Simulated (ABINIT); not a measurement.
**Run report: GdO, phonon calculation (part 3 of 4)**

The same run, continued: GdO (F-43m, 2 atoms in the cell); Kohn-Sham DFT of a periodic cell, PBE with D3(BJ), DFT+U, JTH PAW PBE v2.0, spin-polarised (ABINIT 10.8.3); cutoff 625.86 eV, 4×4×4 k-mesh, fermi-dirac of 0.05 eV, collinear spins. The structure derives from an entry of the Crystallography Open Database. The settings are looser than a standard set-up, so the numbers are not reference values.

Geometry of the input (Å; fractional positions):
```
0.0000  2.6874  2.6874
2.6874  0.0000  2.6874
2.6874  2.6874  0.0000
Gd 0.0000  0.0000  0.0000
O  0.7500  0.7500  0.7500
```

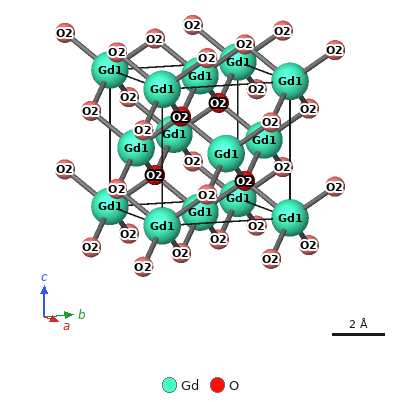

**Figure 1.** The structure as given in the input (ball-and-stick view of the cell 4 times as large as that of the calculation, set on its symmetry axes, seen slightly off an axis; neighbours outside the cell are drawn fainter; atoms are numbered from 1 in the order of the input). An atom can appear more than once, as a periodic image.

The program's output, continued
```
 Eigenvalues (hartree) for nkpt=  10  k points, SPIN DOWN:
 kpt#   1, nband= 25, wtk=  0.09375, kpt= -0.1250 -0.2500  0.0000 (reduced coord)
  -1.36688   -0.61546   -0.57182   -0.57177   -0.51555   -0.05929   -0.03887   -0.03827
   0.07572    0.18530    0.24059    0.30583    0.33416    0.35561    0.36160    0.38348
   0.39427    0.40045    0.40226    0.40876    0.41082    0.53390    0.62314    0.65391
   0.73858
      occupation numbers for kpt#   1
   1.00000    1.00000    1.00000    1.00000    1.00000    1.00000    1.00000    1.00000
   1.00000    0.00000    0.00000    0.00000    0.00000    0.00000    0.00000    0.00000
   0.00000    0.00000    0.00000    0.00000    0.00000    0.00000    0.00000    0.00000
   0.00000
 prteigrs : prtvol=0 or 1, do not print more k-points.

--- !EnergyTerms
iteration_state     : {dtset: 1, }
comment             : Components of total free energy in Hartree
kinetic             :  1.91173916319686E+01
hartree             :  3.29700746587764E+01
xc                  : -8.67327534913742E+00
Ewald energy        : -8.97789867803353E+01
psp_core            :  8.03448298548249E+00
local_psp           : -7.74846845148646E+01
PAW spherical_terms : -1.28640395504424E+01
VdWaals_dft_d       : -2.03717271087768E-02
internal            : -1.28699408645661E+02
'-kT*entropy'       : -1.58984041269911E-04
total_energy        : -1.28699567629702E+02
total_energy_eV     : -3.50209364446258E+03
...

--- !EnergyTermsDC
iteration_state     : {dtset: 1, }
comment             : '"Double-counting" decomposition of free energy'
band_energy         : -7.90971684384476E+00
Ewald energy        : -8.97789867803353E+01
psp_core            :  8.03448298548249E+00
xc_dc               : -3.03583844846251E+01
PAW spherical_terms : -8.66643172607251E+00
VdWaals_dft_d       : -2.03717271087768E-02
internal            : -1.28699408576504E+02
'-kT*entropy'       : -1.58984041269911E-04
total_energy_dc     : -1.28699567560545E+02
total_energy_dc_eV  : -3.50209364258072E+03
...

--- !EnergyTermsWithPAWCore
iteration_state     : {dtset: 1, }
comment             : 'Components of total free energy, including PAW core contributions'
Total energy        : -1.13469240639911E+04
Total energy DC     : -1.13469240639219E+04
Total energy (eV)   : -3.08765533409077E+05
Total energy DC (eV): -3.08765533407195E+05
...

 Cartesian components of stress tensor (hartree/bohr^3)
  sigma(1 1)= -3.73712422E-05  sigma(3 2)=  0.00000000E+00
  sigma(2 2)= -3.73712422E-05  sigma(3 1)=  0.00000000E+00
  sigma(3 3)= -3.73712422E-05  sigma(2 1)=  0.00000000E+00

-Cartesian components of stress tensor (GPa)         [Pressure=  1.0995E+00 GPa]
- sigma(1 1)= -1.09949990E+00  sigma(3 2)=  0.00000000E+00
- sigma(2 2)= -1.09949990E+00  sigma(3 1)=  0.00000000E+00
- sigma(3 3)= -1.09949990E+00  sigma(2 1)=  0.00000000E+00

================================================================================
== DATASET  2 ==================================================================

--- !DatasetInfo
iteration_state: {dtset: 2, }
dimensions: {natom: 2, nkpt: 128, mband: 25, nsppol: 2, nspinor: 1, nspden: 2, mpw: 1392, }
cutoff_energies: {ecut:  23.0, pawecutdg:  24.7, }
electrons: {nelect:   2.40000000E+01, charge:   0.00000000E+00, occopt:   3.00000000E+00, tsmear:   1.83747000E-03, }
meta: {optdriver: 1, rfphon: 1, }
...

 mkfilename : getwfk/=0, take file _WFK from output of DATASET   1.

 Exchange-correlation functional for the present dataset will be:
  GGA: Perdew-Burke-Ernzerhof functional - ixc=11
  J.P.Perdew, K.Burke, M.Ernzerhof, PRL 77, 3865 (1996)

 Real(R)+Recip(G) space primitive vectors, cartesian coordinates (Bohr,Bohr^-1):
 R(1)=  0.0000000  5.0784949  5.0784949  G(1)= -0.0984544  0.0984544  0.0984544
 R(2)=  5.0784949  0.0000000  5.0784949  G(2)=  0.0984544 -0.0984544  0.0984544
 R(3)=  5.0784949  5.0784949  0.0000000  G(3)=  0.0984544  0.0984544 -0.0984544
 Unit cell volume ucvol=  2.6196005E+02 bohr^3
 Angles (23,13,12)=  6.00000000E+01  6.00000000E+01  6.00000000E+01 degrees
 setup1 : take into account q-point for computing boxcut.

 Coarse grid specifications (used for wave-functions):

 getcut: wavevector=  0.0000  0.0000  0.0000  ngfft=  32  32  32
         ecut(hartree)=     23.000   => boxcut(ratio)=   2.06382

 Fine grid specifications (used for densities):

 getcut: wavevector=  0.0000  0.0000  0.0000  ngfft=  36  36  36
         ecut(hartree)=     24.700   => boxcut(ratio)=   2.24047

 getcut : COMMENT -
  Note that boxcut > 2.2 ; recall that boxcut=Gcut(box)/Gcut(sphere) = 2
  is sufficient for exact treatment of convolution.
  Such a large boxcut is a waste : you could raise ecut
  e.g. ecut=   30.996647 Hartrees makes boxcut=2

--------------------------------------------------------------------------------

 ******************************************
 DFT+U Method used: FLL
 ******************************************

 ==>  initialize data related to q vector <==

 The list of irreducible perturbations for this q vector is:
    1)    idir= 1    ipert=   1
    2)    idir= 1    ipert=   2

================================================================================

 The perturbation idir=   2  ipert=   1 is
 symmetric of a previously calculated perturbation.
 So, its SCF calculation is not needed.

 The perturbation idir=   3  ipert=   1 is
 symmetric of a previously calculated perturbation.
 So, its SCF calculation is not needed.

 The perturbation idir=   2  ipert=   2 is
 symmetric of a previously calculated perturbation.
 So, its SCF calculation is not needed.

 The perturbation idir=   3  ipert=   2 is
 symmetric of a previously calculated perturbation.
 So, its SCF calculation is not needed.

--------------------------------------------------------------------------------
 Perturbation wavevector (in red.coord.)   0.000000  0.000000  0.000000
 Perturbation : displacement of atom   1   along direction   1
 Found     2 symmetries that leave the perturbation invariant.
 symkpt : the number of k-points, thanks to the symmetries,
 is reduced to    72 .

--------------------------------------------------------------------------------

--------------------------------------------------------------------------------

 dfpt_looppert : total number of electrons, from k and k+q
  fully or partially occupied states are    2.400000E+01 and    2.400000E+01.
 Initialisation of the first-order wave-functions :
  ireadwf=   0

--- !BeginCycle
iteration_state: {dtset: 2, }
solver: {iscf: 7, nstep: 80, nline: 4, wfoptalg: 10, }
tolerances: {tolvrs: 1.00E-05, }
...

     iter   2DEtotal(Ha)        deltaE(Ha) residm    vres2    difmagsph maxmagsph
-ETOT  1   3372.4252556002      2.543E+03 2.166E+01 1.537E+07 1.998E-05 1.998E-05
 ETOT  2   22.969531592363     -3.349E+03 7.495E+00 1.107E+05 1.229E-04 1.429E-04
 ETOT  3   5.9897993890963     -1.698E+01 7.678E-01 2.700E+04 6.180E-04 4.752E-04
 ETOT  4   3.4723802742264     -2.517E+00 1.114E-02 7.137E+02 3.769E-03 3.294E-03
 ETOT  5   3.2926893965205     -1.797E-01 4.483E-04 1.539E+02 1.536E-02 1.207E-02
 ETOT  6   3.2859000173398     -6.789E-03 4.493E-04 2.908E+01 8.350E-02 7.143E-02
 ETOT  7   3.2776024124512     -8.298E-03 2.664E-05 1.159E+01 1.147E-01 4.324E-02
 ETOT  8   3.2707048651687     -6.898E-03 7.248E-06 2.571E-01 4.550E-02 2.263E-03
 ETOT  9   3.2686194333175     -2.085E-03 2.638E-07 1.156E-01 2.935E-03 6.711E-04
 ETOT 10   3.2674668095849     -1.153E-03 8.339E-08 4.259E-02 1.148E-03 4.773E-04
 ETOT 11   3.2639054059921     -3.561E-03 6.313E-07 2.455E-02 2.426E-04 2.347E-04
 ETOT 12   3.2636065570709     -2.988E-04 2.339E-08 2.471E-02 4.111E-05 2.759E-04
 ETOT 13   3.2648049471895      1.198E-03 6.516E-08 2.330E-02 7.033E-05 2.055E-04
 ETOT 14   3.2718092155298      7.004E-03 2.709E-06 1.799E-02 1.975E-05 1.858E-04
 ETOT 15   3.2891943722052      1.739E-02 4.718E-05 1.299E-02 4.199E-03 4.014E-03
 ETOT 16   3.2905502840163      1.356E-03 2.961E-06 1.099E-02 1.252E-03 5.265E-03
 ETOT 17   3.2906965905740      1.463E-04 3.400E-07 1.422E-02 1.765E-03 7.030E-03
 ETOT 18   3.2905645369130     -1.321E-04 1.288E-07 9.413E-03 3.260E-04 6.704E-03
 ETOT 19   3.2907258303173      1.613E-04 2.571E-07 1.058E-02 3.889E-05 6.665E-03
 ETOT 20   3.2907156033914     -1.023E-05 4.573E-09 9.986E-03 8.439E-05 6.581E-03
 ETOT 21   3.2904137936841     -3.018E-04 5.946E-07 2.421E-03 2.762E-03 3.819E-03
 ETOT 22   3.2905443334853      1.305E-04 7.460E-08 2.510E-03 6.757E-05 3.887E-03
 ETOT 23   3.2906918212293      1.475E-04 1.664E-07 3.484E-03 1.380E-03 2.507E-03
 ETOT 24   3.2907090332765      1.721E-05 5.455E-09 9.243E-04 2.755E-03 2.487E-04
 ETOT 25   3.2907887621573      7.973E-05 4.338E-07 1.166E-03 1.508E-03 1.259E-03
 ETOT 26   3.2907884833726     -2.788E-07 6.595E-09 6.933E-05 1.712E-03 4.528E-04
 ETOT 27   3.2907875653118     -9.181E-07 3.454E-09 4.088E-05 2.865E-04 1.663E-04
 ETOT 28   3.2907870529516     -5.124E-07 2.005E-10 1.583E-06 1.997E-04 3.344E-05

 At SCF step   28       vres2   =  1.58E-06 < tolvrs=  1.00E-05 =>converged.
 Integrated electronic and magnetization densities in atomic spheres:
 ------------------------------------------------------------------------------------------------------------
 Radius=ratsph(iatom), smearing ratsm=  0.0000. Diff(up-dn)=approximate z local magnetic moment.
    Atom    Radius    up_density   dn_density  Total(up+dn)  Diff(up-dn)
    1 Gd   2.51209    -0.000022     0.000011     -0.000011    -0.000033
    2  O   1.41465     0.000004     0.000000      0.000004     0.000003
 ------------------------------------------------------------------------------------------------------------
  Sum:                -0.000019     0.000011     -0.000007    -0.000030
 Total magnetization (from the atomic spheres):               -0.000030
 Total magnetization (exact up - dn):                         -0.000000

================================================================================

 ----iterations are completed or convergence reached----

 Mean square residual over all n,k,spin=   11.208E-12; max=  20.045E-11

 2DEtotal=    0.3290787053E+01 Ha. Also 2DEtotal=    0.895468775511E+02 eV
    (2DErelax=   -8.2624322997E+02 Ha. 2DEnonrelax=    8.2953401702E+02 Ha)
    (  non-var. 2DEtotal :    3.2910194094E+00 Ha)

--------------------------------------------------------------------------------
 Perturbation wavevector (in red.coord.)   0.000000  0.000000  0.000000
 Perturbation : displacement of atom   2   along direction   1
 Found     2 symmetries that leave the perturbation invariant.
 symkpt : the number of k-points, thanks to the symmetries,
 is reduced to    72 .

--------------------------------------------------------------------------------

--------------------------------------------------------------------------------

 dfpt_looppert : total number of electrons, from k and k+q
  fully or partially occupied states are    2.400000E+01 and    2.400000E+01.
 Initialisation of the first-order wave-functions :
  ireadwf=   0

--- !BeginCycle
iteration_state: {dtset: 2, }
solver: {iscf: 7, nstep: 80, nline: 4, wfoptalg: 10, }
tolerances: {tolvrs: 1.00E-05, }
...

     iter   2DEtotal(Ha)        deltaE(Ha) residm    vres2    difmagsph maxmagsph
-ETOT  1   352.18163635359     -6.341E+02 7.908E+00 1.837E+06 1.054E-05 1.054E-05
 ETOT  2   24.702406049098     -3.275E+02 3.315E-01 1.479E+05 8.418E-05 7.364E-05
 ETOT  3   4.4680881434100     -2.023E+01 3.442E-02 5.355E+03 2.807E-04 2.071E-04
 ETOT  4   3.7660444420940     -7.020E-01 3.005E-03 2.609E+02 1.460E-03 1.253E-03
 ETOT  5   3.7262992992997     -3.975E-02 2.971E-04 2.139E+01 7.950E-03 6.697E-03
 ETOT  6   3.7121685257994     -1.413E-02 1.622E-05 1.111E+01 4.137E-02 3.467E-02
 ETOT  7   3.7071553362962     -5.013E-03 2.473E-06 1.113E+01 7.337E-02 3.871E-02
 ETOT  8   3.6775623112170     -2.959E-02 6.700E-06 2.916E-01 4.026E-02 1.556E-03
 ETOT  9   3.6591543428472     -1.841E-02 2.247E-06 1.838E-01 1.568E-03 1.103E-04
 ETOT 10   3.6511354293244     -8.019E-03 4.257E-07 1.389E-01 1.226E-03 1.215E-03
 ETOT 11   3.6379868194504     -1.315E-02 1.080E-06 1.430E-01 1.440E-04 1.071E-03
 ETOT 12   3.7086187208336      7.063E-02 3.812E-05 1.094E-01 3.157E-03 2.087E-03
 ETOT 13   3.8276045157225      1.190E-01 3.256E-04 3.851E-02 7.470E-03 9.556E-03
 ETOT 14   3.8374043033735      9.800E-03 2.602E-05 9.709E-02 8.444E-03 1.800E-02
 ETOT 15   3.8371999696604     -2.043E-04 1.644E-06 7.291E-02 1.650E-03 1.635E-02
 ETOT 16   3.8349735127511     -2.226E-03 2.984E-06 1.637E-01 6.106E-03 2.246E-02
 ETOT 17   3.8360860921735      1.113E-03 6.586E-07 6.114E-02 1.075E-02 1.171E-02
 ETOT 18   3.8381548830265      2.069E-03 5.491E-06 1.312E-02 1.668E-02 4.972E-03
 ETOT 19   3.8383684372594      2.136E-04 7.314E-07 4.935E-04 3.946E-03 1.026E-03
 ETOT 20   3.8383761354810      7.698E-06 9.979E-08 2.447E-05 4.904E-04 5.356E-04
 ETOT 21   3.8383751514462     -9.840E-07 2.438E-08 3.739E-04 2.786E-04 8.143E-04
 ETOT 22   3.8383761312239      9.798E-07 1.304E-09 2.413E-05 6.375E-04 1.767E-04
 ETOT 23   3.8383765874483      4.562E-07 1.401E-09 2.510E-05 8.168E-06 1.849E-04
 ETOT 24   3.8383764427654     -1.447E-07 2.148E-09 3.116E-06 2.506E-04 6.573E-05

 At SCF step   24       vres2   =  3.12E-06 < tolvrs=  1.00E-05 =>converged.
 Integrated electronic and magnetization densities in atomic spheres:
 ------------------------------------------------------------------------------------------------------------
 Radius=ratsph(iatom), smearing ratsm=  0.0000. Diff(up-dn)=approximate z local magnetic moment.
    Atom    Radius    up_density   dn_density  Total(up+dn)  Diff(up-dn)
    1 Gd   2.51209    -0.000056     0.000010     -0.000047    -0.000066
    2  O   1.41465     0.000010     0.000002      0.000012     0.000007
 ------------------------------------------------------------------------------------------------------------
  Sum:                -0.000047     0.000012     -0.000034    -0.000059
 Total magnetization (from the atomic spheres):               -0.000059
 Total magnetization (exact up - dn):                         -0.000000

================================================================================

 ----iterations are completed or convergence reached----

 Mean square residual over all n,k,spin=   56.340E-12; max=  21.477E-10

 2DEtotal=    0.3838376443E+01 Ha. Also 2DEtotal=    0.104447543942E+03 eV
    (2DErelax=   -9.8244493892E+02 Ha. 2DEnonrelax=    9.8628331536E+02 Ha)
    (  non-var. 2DEtotal :    3.8384707449E+00 Ha)

================================================================================

 ---- first-order wavefunction calculations are completed ----

 ==> Compute Derivative Database <==

  Dynamical matrix, in cartesian coordinates,
   if specified in the inputs, asr has been imposed
     j1       j2             matrix element
  dir pert dir pert     real part    imaginary part

   1    1   1    1         0.0674505133        -0.0000000000
   1    1   1    2        -0.0674505133         0.0000000000

   2    1   2    1         0.0674505133        -0.0000000000
   2    1   2    2        -0.0674505133         0.0000000000

   3    1   3    1         0.0674505133        -0.0000000000
   3    1   3    2        -0.0674505133         0.0000000000

   1    2   1    1        -0.0674566312        -0.0000000000
   1    2   1    2         0.0674566312         0.0000000000

   2    2   2    1        -0.0674566312        -0.0000000000
   2    2   2    2         0.0674566312         0.0000000000

   3    2   3    1        -0.0674566312        -0.0000000000
   3    2   3    2         0.0674566312         0.0000000000

  Phonon wavevector (reduced coordinates) :  0.00000  0.00000  0.00000
 Phonon energies in Hartree :
  -2.087040E-08 -2.082654E-08 -2.069443E-08  1.596317E-03  1.596317E-03
   1.596317E-03
 Phonon frequencies in cm-1    :
  -4.580523E-03 -4.570897E-03 -4.541901E-03  3.503511E+02  3.503511E+02
   3.503511E+02

== END DATASET(S) ==============================================================
================================================================================

 -outvars: echo values of variables after computation  --------
            acell      7.1820764042E+00  7.1820764042E+00  7.1820764042E+00 Bohr
           etotal1    -1.2869956756E+02
           etotal2     3.8383764428E+00
            fcart1    -6.4722333776E-32  6.4722333776E-32 -6.4722333776E-32
                       6.4722333776E-32 -6.4722333776E-32  6.4722333776E-32
            fcart2     0.0000000000E+00  0.0000000000E+00  0.0000000000E+00
                       0.0000000000E+00  0.0000000000E+00  0.0000000000E+00
            rprim      0.0000000000E+00  7.0710678120E-01  7.0710678120E-01
                       7.0710678120E-01  0.0000000000E+00  7.0710678120E-01
                       7.0710678120E-01  7.0710678120E-01  0.0000000000E+00
           strten1    -3.7371242158E-05 -3.7371242158E-05 -3.7371242158E-05
                       0.0000000000E+00  0.0000000000E+00  0.0000000000E+00
           strten2     0.0000000000E+00  0.0000000000E+00  0.0000000000E+00
                       0.0000000000E+00  0.0000000000E+00  0.0000000000E+00
           xangst      0.0000000000E+00  0.0000000000E+00  0.0000000000E+00
                       4.0311356701E+00  4.0311356701E+00  4.0311356701E+00
             xred      0.0000000000E+00  0.0000000000E+00  0.0000000000E+00
                       7.5000000000E-01  7.5000000000E-01  7.5000000000E-01
 Calculation completed.
```

File anaddb.abo
```
.Version 10.8.3 of ANADDB
================================================================================

 -outvars_anaddb: echo values of input variables ----------------------

 Miscellaneous information :
       eivec         1
         asr         2
      chneut         0
 First list of wavevector (reduced coord.) :
       nph1l         1
       qph1l
                     0.00000000E+00  0.00000000E+00  0.00000000E+00    1.000E+00

================================================================================

 read the DDB information and perform some checks

  ==== Info on the Cryst% object ====
 Real(R)+Recip(G) space primitive vectors, cartesian coordinates (Bohr,Bohr^-1):
 R(1)=  0.0000000  5.0784949  5.0784949  G(1)= -0.0984544  0.0984544  0.0984544
 R(2)=  5.0784949  0.0000000  5.0784949  G(2)=  0.0984544 -0.0984544  0.0984544
 R(3)=  5.0784949  5.0784949  0.0000000  G(3)=  0.0984544  0.0984544 -0.0984544
 Unit cell volume ucvol=  2.6196005E+02 bohr^3
 Angles (23,13,12)=  6.00000000E+01  6.00000000E+01  6.00000000E+01 degrees
 Time-reversal symmetry is present
 Reduced atomic positions [iatom, xred, symbol]:
    1)    0.0000000  0.0000000  0.0000000  Gd
    2)    0.7500000  0.7500000  0.7500000   O

 DDB file with 3 blocks has been read.

================================================================================

 Treat the first list of vectors

  Phonon wavevector (reduced coordinates) :  0.00000  0.00000  0.00000
 Phonon energies in Hartree :
  -2.087039E-08 -2.082655E-08 -2.069443E-08  1.596317E-03  1.596317E-03
   1.596317E-03
 Phonon frequencies in cm-1    :
  -4.580521E-03 -4.570900E-03 -4.541902E-03  3.503511E+02  3.503511E+02
   3.503511E+02
```
